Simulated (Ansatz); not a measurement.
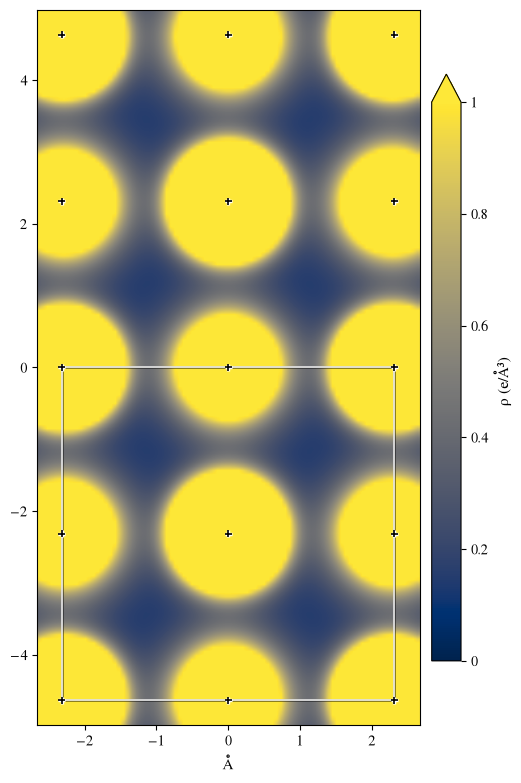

The valence charge density (pseudo) on a plane through atoms (crosses mark nuclei in the plane).

Theory: Kohn-Sham DFT of a periodic cell, r2SCAN, Ansatz PAW in Ansatz 0.2.0.

Candidates:
A. ZrN, a = 4.63 Å, b = 4.63 Å, c = 4.63 Å, α = 90.00°, β = 90.00°, γ = 90.00°. Space group Fm-3m; computed pressure about −7 GPa in this cell.
B. PbF$_{2}$, a = 5.81 Å, b = 5.81 Å, c = 5.81 Å, α = 90.00°, β = 90.00°, γ = 90.00°. Space group Fm-3m; computed pressure about 5 GPa in this cell.

**Which candidate gave the map?**

Candidate A: ZrN on the (001) plane of the conventional cell, which holds Zr and N. Zr–N (2.32 Å): ρ at the midpoint is about 0.43 e/Å³.
